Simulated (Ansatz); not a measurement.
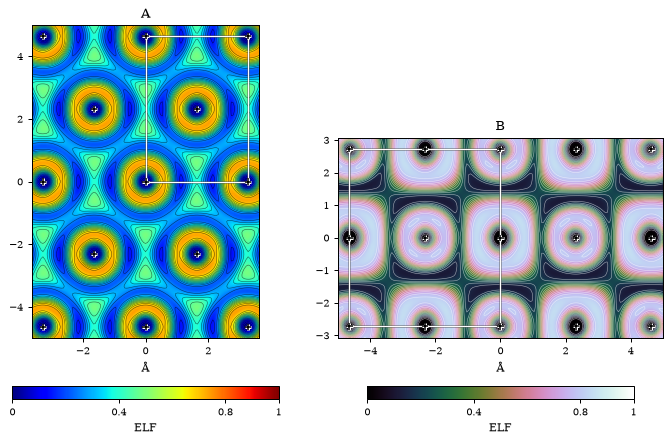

The ELF of 2 systems, each on a plane through atoms (crosses mark nuclei in the plane).

Method: Ansatz, DFT PBEsol, scalar-relativistic, plane waves, PAW.

System 1: ZrS, the (110) plane of the conventional cell. Space group I4/mmm; computed pressure about 12 GPa in this cell.

System 2: Ta, the (110) plane of the conventional cell. Space group Im-3m; computed without spin polarisation.

```
Ta
1.0
     3.28052    0.00000    0.00000
     0.00000    3.28052    0.00000
     0.00000    0.00000    3.28052
Ta
2
Direct
  0.00000 0.00000 0.00000
  0.50000 0.50000 0.50000
```

> Match each panel to its system.

Panel A is system 2, Ta: the plane holds Ta. Ta–Ta (2.84 Å): the ELF is about 0.30 at the midpoint; no localised pair shows between them. Panel B is system 1, ZrS: the plane holds Zr and S. Zr–S (2.32 Å): the ELF peaks at about 0.85 in the valence shell of S, 0.7 Å from its nucleus, and is about 0.30 at the midpoint.
